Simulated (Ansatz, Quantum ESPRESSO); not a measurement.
# Evanescent states of ZnSe, zinc blende type, lattice constant set to 5.766 Å, part 2 of 4

How good a tunnel barrier is ZnSe, zinc blende type, lattice constant set to 5.766 Å?

Quantum ESPRESSO 7.5; plane-wave DFT, LDA, GBRV ultrasoft pseudopotentials; cross-check by Ansatz 0.2.0 with PAW datasets.

So far. Step 2 (Ground state): The run needed 10 iterations to bring the estimated error under 1e-09 Ry.

### 3. Complex bands with pwcond.x

Level of this step: complex band structure by pwcond; plane-wave DFT, LDA, GBRV ultrasoft pseudopotentials (Quantum ESPRESSO).

ikind = 0 solves one period of the crystal for all kz, real and complex, at each energy and k across. ewind and epsproj trim the two-dimensional plane-wave basis; nz1 sets the subslabs.

Contents of cbs.in:

```
&inputcond
  outdir = './out'
  prefixl = 'scf'
  band_file = 'cbs'
  ikind = 0
  ewind = 4.0
  epsproj = 1e-05
  nz1 = 7
  energy0 = 4.93
  denergy = -0.17
/
4
  0.00000000 0.00000000 1.00000000
  0.50000000 0.00000000 1.00000000
  0.50000000 0.50000000 1.00000000
  0.25000000 0.00000000 1.00000000
42
```

Started as:

```console
OMP_NUM_THREADS=1 mpirun -n 2 pwcond.x -in cbs.in > cbs.out
```

What it wrote:

```text
[banner, memory and clock lines left out]
Program PWCOND v.7.5 starts

          URL

     ./out/scf.save/

     IMPORTANT: XC functional enforced from input :
     Exchange-correlation= PZ
                           (   1   1   0   0   0   0   0)
     Any further DFT definition will be discarded
     Please, verify this is what you really want

     Reading collected, re-writing distributed wavefunctions

===== INPUT FILE containing the left lead =====

     GEOMETRY:

     lattice parameter (alat)  =       7.7047  a.u.
     the volume                =     646.8305 (a.u.)^3
     the cross section         =      59.3632 (a.u.)^2
     l of the unit cell        =       1.4142 (alat)
     number of atoms/cell      =            4
     number of atomic types    =            2

     crystal axes: (cart. coord. in units of alat)
               a(1) = (  1.0000  0.0000  0.0000 )
               a(2) = (  0.0000  1.0000  0.0000 )
               a(3) = (  0.0000  0.0000  1.4142 )

   Cartesian axes

     site n.     atom                  positions (alat units)
          1        Zn     tau(  1)=(  0.0000  0.0000  1.4142  )
          2        Se     tau(  2)=(  0.5000  0.0000  0.3536  )
          3        Zn     tau(  3)=(  0.5000  0.5000  0.7071  )
          4        Se     tau(  4)=(  0.0000  0.5000  1.0607  )

     nr1s                      =           32
     nr2s                      =           32
     nr3s                      =           45
     nr1sx                     =           32
     nr2sx                     =           32
     nr3sx                     =           45
     nr1                       =           36
     nr2                       =           36
     nr3                       =           50
     nr1x                      =           36
     nr2x                      =           36
     nr3x                      =           50

 _______________________________
  Radii of nonlocal spheres:

     type       ibeta     ang. mom.          radius (alat units)
       Zn         1         0                    0.2362
       Zn         2         0                    0.2362
       Zn         3         1                    0.2362
       Zn         4         1                    0.2362
       Zn         5         2                    0.2362
       Zn         6         2                    0.2362
       Se         1         0                    0.2347
       Se         2         0                    0.2347
       Se         3         1                    0.2347
       Se         4         1                    0.2347
       Se         5         2                    0.2347
       Se         6         2                    0.2347
----- General information -----

----- Complex band structure calculation -----

     nrx                       =           32
     nry                       =           32
     nz1                       =            7

     energy0               =         4.9E+00
     denergy               =        -1.7E-01
     nenergy               =         42
     ecut2d                =         4.0E+01
     ewind                 =         4.0E+00
     epsproj               =         1.0E-05

     number of k_|| points=    4
                       cryst. coord.
        k(    1) = (   0.0000000   0.0000000), wk =   0.2500000
        k(    2) = (   0.5000000   0.0000000), wk =   0.2500000
        k(    3) = (   0.5000000   0.5000000), wk =   0.2500000
        k(    4) = (   0.2500000   0.0000000), wk =   0.2500000
----- Information about left lead -----

     nocros                   =           18
     noins                    =           54
     norb                     =           90
     norbf                    =           90
     nrz                      =           45

      iorb      type   ibeta   ang. mom.   m       position (alat)
        1        1       1        0        1   taunew(   1)=(  0.0000  0.0000  0.0000)
        2        1       2        0        1   taunew(   2)=(  0.0000  0.0000  0.0000)
        3        1       3        1        1   taunew(   3)=(  0.0000  0.0000  0.0000)
        4        1       3        1        2   taunew(   4)=(  0.0000  0.0000  0.0000)
        5        1       3        1        3   taunew(   5)=(  0.0000  0.0000  0.0000)
        6        1       4        1        1   taunew(   6)=(  0.0000  0.0000  0.0000)
        7        1       4        1        2   taunew(   7)=(  0.0000  0.0000  0.0000)
        8        1       4        1        3   taunew(   8)=(  0.0000  0.0000  0.0000)
        9        1       5        2        1   taunew(   9)=(  0.0000  0.0000  0.0000)
       10        1       5        2        2   taunew(  10)=(  0.0000  0.0000  0.0000)
       11        1       5        2        3   taunew(  11)=(  0.0000  0.0000  0.0000)
       12        1       5        2        4   taunew(  12)=(  0.0000  0.0000  0.0000)
       13        1       5        2        5   taunew(  13)=(  0.0000  0.0000  0.0000)
       14        1       6        2        1   taunew(  14)=(  0.0000  0.0000  0.0000)
       15        1       6        2        2   taunew(  15)=(  0.0000  0.0000  0.0000)
       16        1       6        2        3   taunew(  16)=(  0.0000  0.0000  0.0000)
       17        1       6        2        4   taunew(  17)=(  0.0000  0.0000  0.0000)
       18        1       6        2        5   taunew(  18)=(  0.0000  0.0000  0.0000)
       19        2       1        0        1   taunew(  19)=(  0.5000  0.0000  0.3536)
       20        2       2        0        1   taunew(  20)=(  0.5000  0.0000  0.3536)
       21        2       3        1        1   taunew(  21)=(  0.5000  0.0000  0.3536)
       22        2       3        1        2   taunew(  22)=(  0.5000  0.0000  0.3536)
       23        2       3        1        3   taunew(  23)=(  0.5000  0.0000  0.3536)
       24        2       4        1        1   taunew(  24)=(  0.5000  0.0000  0.3536)
       25        2       4        1        2   taunew(  25)=(  0.5000  0.0000  0.3536)
       26        2       4        1        3   taunew(  26)=(  0.5000  0.0000  0.3536)
       27        2       5        2        1   taunew(  27)=(  0.5000  0.0000  0.3536)
       28        2       5        2        2   taunew(  28)=(  0.5000  0.0000  0.3536)
       29        2       5        2        3   taunew(  29)=(  0.5000  0.0000  0.3536)
       30        2       5        2        4   taunew(  30)=(  0.5000  0.0000  0.3536)
       31        2       5        2        5   taunew(  31)=(  0.5000  0.0000  0.3536)
       32        2       6        2        1   taunew(  32)=(  0.5000  0.0000  0.3536)
       33        2       6        2        2   taunew(  33)=(  0.5000  0.0000  0.3536)
       34        2       6        2        3   taunew(  34)=(  0.5000  0.0000  0.3536)
       35        2       6        2        4   taunew(  35)=(  0.5000  0.0000  0.3536)
       36        2       6        2        5   taunew(  36)=(  0.5000  0.0000  0.3536)
       37        1       1        0        1   taunew(  37)=(  0.5000  0.5000  0.7071)
       38        1       2        0        1   taunew(  38)=(  0.5000  0.5000  0.7071)
       39        1       3        1        1   taunew(  39)=(  0.5000  0.5000  0.7071)
       40        1       3        1        2   taunew(  40)=(  0.5000  0.5000  0.7071)
       41        1       3        1        3   taunew(  41)=(  0.5000  0.5000  0.7071)
       42        1       4        1        1   taunew(  42)=(  0.5000  0.5000  0.7071)
       43        1       4        1        2   taunew(  43)=(  0.5000  0.5000  0.7071)
       44        1       4        1        3   taunew(  44)=(  0.5000  0.5000  0.7071)
       45        1       5        2        1   taunew(  45)=(  0.5000  0.5000  0.7071)
       46        1       5        2        2   taunew(  46)=(  0.5000  0.5000  0.7071)
       47        1       5        2        3   taunew(  47)=(  0.5000  0.5000  0.7071)
       48        1       5        2        4   taunew(  48)=(  0.5000  0.5000  0.7071)
       49        1       5        2        5   taunew(  49)=(  0.5000  0.5000  0.7071)
       50        1       6        2        1   taunew(  50)=(  0.5000  0.5000  0.7071)
       51        1       6        2        2   taunew(  51)=(  0.5000  0.5000  0.7071)
       52        1       6        2        3   taunew(  52)=(  0.5000  0.5000  0.7071)
       53        1       6        2        4   taunew(  53)=(  0.5000  0.5000  0.7071)
       54        1       6        2        5   taunew(  54)=(  0.5000  0.5000  0.7071)
       55        2       1        0        1   taunew(  55)=(  0.0000  0.5000  1.0607)
       56        2       2        0        1   taunew(  56)=(  0.0000  0.5000  1.0607)
       57        2       3        1        1   taunew(  57)=(  0.0000  0.5000  1.0607)
       58        2       3        1        2   taunew(  58)=(  0.0000  0.5000  1.0607)
       59        2       3        1        3   taunew(  59)=(  0.0000  0.5000  1.0607)
       60        2       4        1        1   taunew(  60)=(  0.0000  0.5000  1.0607)
       61        2       4        1        2   taunew(  61)=(  0.0000  0.5000  1.0607)
       62        2       4        1        3   taunew(  62)=(  0.0000  0.5000  1.0607)
       63        2       5        2        1   taunew(  63)=(  0.0000  0.5000  1.0607)
       64        2       5        2        2   taunew(  64)=(  0.0000  0.5000  1.0607)
       65        2       5        2        3   taunew(  65)=(  0.0000  0.5000  1.0607)
       66        2       5        2        4   taunew(  66)=(  0.0000  0.5000  1.0607)
       67        2       5        2        5   taunew(  67)=(  0.0000  0.5000  1.0607)
       68        2       6        2        1   taunew(  68)=(  0.0000  0.5000  1.0607)
       69        2       6        2        2   taunew(  69)=(  0.0000  0.5000  1.0607)
       70        2       6        2        3   taunew(  70)=(  0.0000  0.5000  1.0607)
       71        2       6        2        4   taunew(  71)=(  0.0000  0.5000  1.0607)
       72        2       6        2        5   taunew(  72)=(  0.0000  0.5000  1.0607)
       73        1       1        0        1   taunew(  73)=(  0.0000  0.0000  1.4142)
       74        1       2        0        1   taunew(  74)=(  0.0000  0.0000  1.4142)
       75        1       3        1        1   taunew(  75)=(  0.0000  0.0000  1.4142)
       76        1       3        1        2   taunew(  76)=(  0.0000  0.0000  1.4142)
       77        1       3        1        3   taunew(  77)=(  0.0000  0.0000  1.4142)
       78        1       4        1        1   taunew(  78)=(  0.0000  0.0000  1.4142)
       79        1       4        1        2   taunew(  79)=(  0.0000  0.0000  1.4142)
       80        1       4        1        3   taunew(  80)=(  0.0000  0.0000  1.4142)
       81        1       5        2        1   taunew(  81)=(  0.0000  0.0000  1.4142)
       82        1       5        2        2   taunew(  82)=(  0.0000  0.0000  1.4142)
       83        1       5        2        3   taunew(  83)=(  0.0000  0.0000  1.4142)
       84        1       5        2        4   taunew(  84)=(  0.0000  0.0000  1.4142)
       85        1       5        2        5   taunew(  85)=(  0.0000  0.0000  1.4142)
       86        1       6        2        1   taunew(  86)=(  0.0000  0.0000  1.4142)
       87        1       6        2        2   taunew(  87)=(  0.0000  0.0000  1.4142)
       88        1       6        2        3   taunew(  88)=(  0.0000  0.0000  1.4142)
       89        1       6        2        4   taunew(  89)=(  0.0000  0.0000  1.4142)
       90        1       6        2        5   taunew(  90)=(  0.0000  0.0000  1.4142)
 ngper, shell number =          185          28
 ngper, n2d =          185         185
---  E-Ef =    4.9300000  k =    0.0000000   0.0000000
---  ie =          1  ik =          1
 Nchannels of the left tip =            1
 Right moving states:
   k1(2pi/a)   k2(2pi/a)   E-Ef (eV)
  -0.2545358  -0.0000000   4.9300000
 Left moving states:
   k1(2pi/a)   k2(2pi/a)   E-Ef (eV)
   0.2545358  -0.0000000   4.9300000

---  E-Ef =    4.7600000  k =    0.0000000   0.0000000
---  ie =          2  ik =          1
 Nchannels of the left tip =            1
 Right moving states:
   k1(2pi/a)   k2(2pi/a)   E-Ef (eV)
  -0.2913465  -0.0000000   4.7600000
 Left moving states:
   k1(2pi/a)   k2(2pi/a)   E-Ef (eV)
   0.2913465  -0.0000000   4.7600000
[... further energies and points left out ...]
---  E-Ef =   -1.8700000  k =    0.2500000   0.0000000
---  ie =         41  ik =          4
 Nchannels of the left tip =            1
 Right moving states:
   k1(2pi/a)   k2(2pi/a)   E-Ef (eV)
   0.3472007   0.0000000  -1.8700000
 Left moving states:
   k1(2pi/a)   k2(2pi/a)   E-Ef (eV)
  -0.3472007   0.0000000  -1.8700000

---  E-Ef =   -2.0400000  k =    0.2500000   0.0000000
---  ie =         42  ik =          4
 Nchannels of the left tip =            1
 Right moving states:
   k1(2pi/a)   k2(2pi/a)   E-Ef (eV)
   0.3106414   0.0000000  -2.0400000
 Left moving states:
   k1(2pi/a)   k2(2pi/a)   E-Ef (eV)
  -0.3106414  -0.0000000  -2.0400000

Note: The following floating-point exceptions are signalling: IEEE_UNDERFLOW_FLAG IEEE_DENORMAL
Note: The following floating-point exceptions are signalling: IEEE_UNDERFLOW_FLAG IEEE_DENORMAL
```

It took 6 min on 2 MPI ranks of Intel Xeon Platinum 8559C (Emerald Rapids), shared host; peak memory 0.21 GiB.

Read from the output:

- peak of the smallest κ at the zone centre: 0.06 Å⁻¹
- energy of the peak at the zone centre: 0.34 eV
- peak of the smallest κ at (1/2, 0): 0.224 Å⁻¹
- peak of the smallest κ at (1/2, 1/2): 0.375 Å⁻¹
- peak of the smallest κ at (1/4, 0): 0.23 Å⁻¹

K across = (0, 0) in the cell's reciprocal vectors; values within 0.0025 1/Å of each other count once, columns are sorted by size at each energy, a dash where no further value was kept. Im kz of the slowest decaying states against energy, zero at the highest filled level of the SCF mesh:

```
energy (eV)  decay 1 (Å⁻¹)  decay 2 (Å⁻¹)  decay 3 (Å⁻¹)
      -2.04          0.059           1.21           1.54
      -1.70           1.15           1.52           1.67
      -1.19           1.02           1.10           1.50
      -0.85          0.959           1.06           1.48
      -0.34          0.878          0.987           1.45
       0.00          0.008          0.829           0.93
       0.34           0.06          0.225          0.783
       0.85          0.327          0.716          0.772
       1.19          0.367          0.678          0.692
       1.70          0.403          0.587           1.33
       2.04          0.416          0.512           1.31
       2.55          0.347          0.389          0.424
       2.89          0.087          0.304          0.421
       3.23          0.138          0.413           1.22
       3.74          0.027          0.391           1.18
       4.08           0.17          0.369           1.15
       4.59          0.232          0.321           1.11
       4.93          0.252          0.276           1.09
```

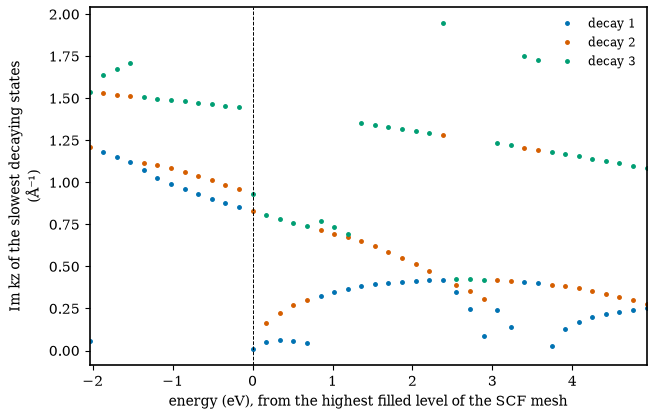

Im kz of the slowest decaying states, plotted against energy.

K across = (0, 0) in the cell's reciprocal vectors. Table of Re kz of states that move upwards by energy, zero at the highest filled level of the SCF mesh:

```csv
energy (eV),channel 1 (Å⁻¹),channel 2 (Å⁻¹),channel 3 (Å⁻¹)
-2.04,-0.385,-,-
-1.53,-0.295,0.401,0.401
-1.02,-0.496,-0.496,-0.209
-0.51,-0.318,-0.318,-0.123
0.00,-,-,-
0.17,-,-,-
0.68,-,-,-
1.19,0.0959,-,-
1.70,0.177,-,-
2.21,0.254,-,-
2.72,0.335,-,-
3.40,0.157,0.391,0.469
3.91,-0.535,-,-
4.42,-0.399,-,-
4.93,-0.277,-,-
```

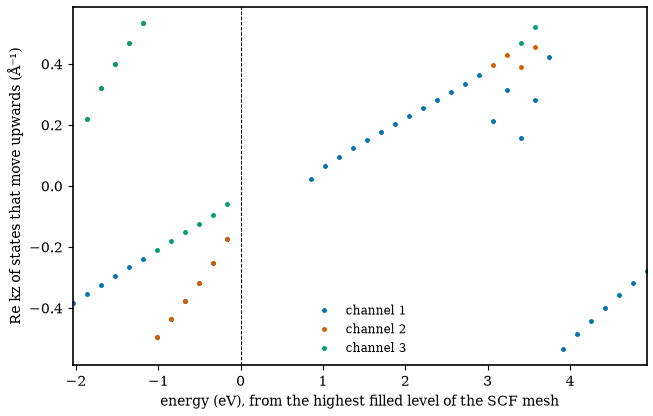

Re kz of states that move upwards against energy.

K across = (1/2, 0) in the cell's reciprocal vectors; values within 0.0025 1/Å of each other count once, columns are sorted by size at each energy, a dash where no further value was kept. Im kz of the slowest decaying states against energy, zero at the highest filled level of the SCF mesh:

```csv
energy (eV),decay 1 (Å⁻¹),decay 2 (Å⁻¹),decay 3 (Å⁻¹)
-2.04,0.932,1.45,1.91
-1.53,0.798,1.33,1.89
-1.02,0.536,1.24,1.89
-0.51,0.135,0.577,1.17
0.00,0.199,0.703,1.09
0.17,0.21,0.721,1.07
0.68,0.224,0.749,1.00
1.19,0.213,0.754,0.936
1.70,0.172,0.744,0.869
2.21,0.053,0.725,0.8
2.72,0.697,0.729,1.68
3.40,0.625,0.647,1.62
3.91,0.074,0.535,0.601
4.42,0.21,0.418,0.544
4.93,0.279,0.474,1.47
```

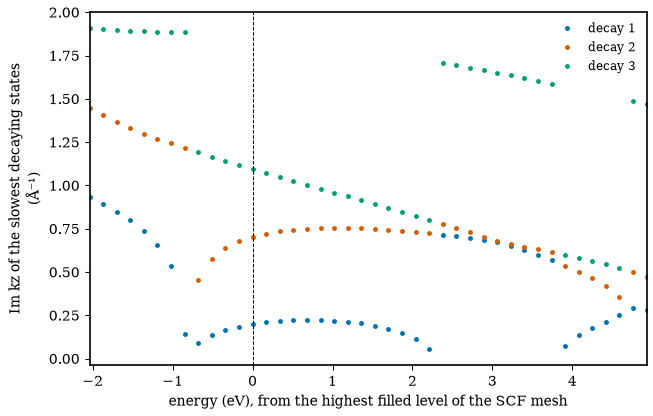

Im kz of the slowest decaying states, plotted against energy.

K across = (1/2, 1/2) in the cell's reciprocal vectors; values within 0.0025 1/Å of each other count once, columns are sorted by size at each energy, a dash where no further value was kept. Im kz of the slowest decaying states against energy, zero at the highest filled level of the SCF mesh:

| energy (eV) | decay 1 (Å⁻¹) | decay 2 (Å⁻¹) | decay 3 (Å⁻¹) |
| --- | --- | --- | --- |
| -2.04 | 1.74 | 2.04 | 2.10 |
| -1.70 | 0.228 | 0.245 | 1.73 |
| -1.19 | 0.319 | 0.332 | 1.73 |
| -0.85 | 0.349 | 0.358 | 1.72 |
| -0.34 | 0.373 | 1.71 | 1.95 |
| 0.00 | 0.374 | 0.379 | 1.70 |
| 0.34 | 0.368 | 0.379 | 1.69 |
| 0.85 | 0.349 | 0.368 | 1.67 |
| 1.19 | 0.329 | 0.355 | 1.66 |
| 1.70 | 0.287 | 0.325 | 1.64 |
| 2.04 | 0.25 | 0.297 | 1.62 |
| 2.55 | 0.166 | 0.24 | 1.60 |
| 2.89 | 0.043 | 0.183 | 1.58 |
| 3.23 | 0.081 | 1.57 | 1.69 |
| 3.74 | 1.54 | 1.63 | 1.69 |
| 4.08 | 1.52 | 1.59 | 1.66 |
| 4.59 | 1.49 | 1.53 | 1.62 |
| 4.93 | 1.47 | 1.49 | 1.59 |

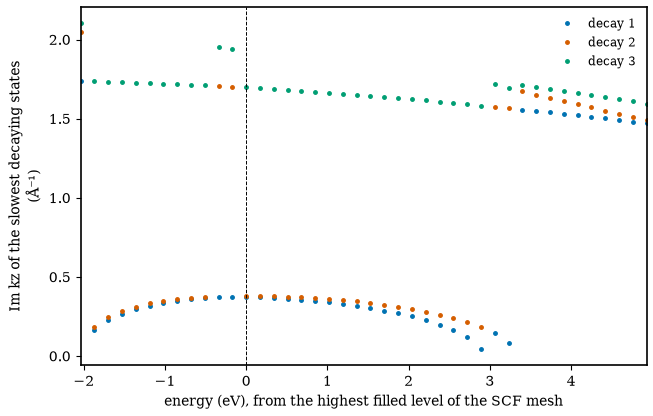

Im kz of the slowest decaying states against energy.

K across = (1/4, 0) in the cell's reciprocal vectors; values within 0.0025 1/Å of each other count once, columns are sorted by size at each energy, a dash where no further value was kept. The Im kz of the slowest decaying states by energy, zero at the highest filled level of the SCF mesh:

```csv
energy (eV),decay 1 (Å⁻¹),decay 2 (Å⁻¹),decay 3 (Å⁻¹)
-2.04,0.104,0.368,1.29
-1.70,0.118,0.143,1.20
-1.19,0.132,1.09,1.35
-0.85,0.04,1.04,1.32
-0.34,0.09,0.956,1.27
0.00,0.17,0.219,0.905
0.34,0.207,0.348,0.855
0.85,0.229,0.455,0.779
1.19,0.228,0.503,0.728
1.70,0.202,0.555,0.646
2.04,0.161,0.581,0.587
2.55,0.484,0.613,0.918
2.89,0.127,0.397,0.633
3.23,0.181,0.267,0.66
3.74,0.147,0.207,0.686
4.08,0.205,0.655,0.728
4.59,0.184,0.218,0.601
4.93,0.149,0.196,0.49
```

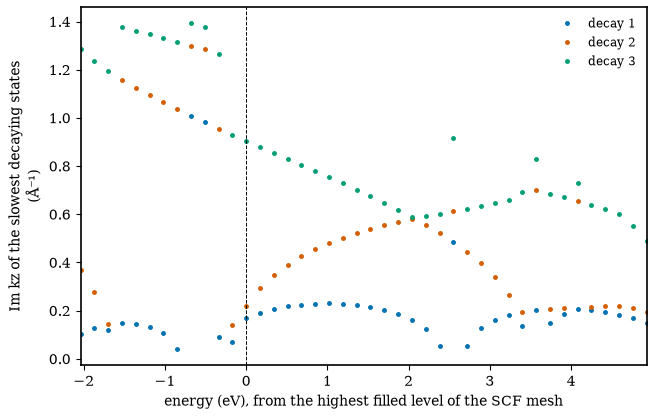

Im kz of the slowest decaying states, plotted against energy.

The program's own clock; routines nest. Time by routine:

```csv
routine,wall time (s),calls
PWCOND,362.3,1
scatter_forw,206.5,168
compbs,151.8,168
compbs_2,145.3,168
local,3.25,4
init,0.7,1
poten,0.11,1
```

(Part 2 of 4 ends here.)

[Logs are printed without paths, hosts, clocks, repeated set-up lines and the standing remarks that a program may print on its own settings, such as how far it seeks lower states.]

[Hosts, paths, dates, database ids (printed as entryN), source tags and the programs' standing remarks are cut or masked in the printed files.]

[Maps of the electrostatic potential energy from Ansatz leave out the sawtooth potential of an applied field or a dipole correction, so their vacuum need not be flat; planar profiles and work functions include it.]
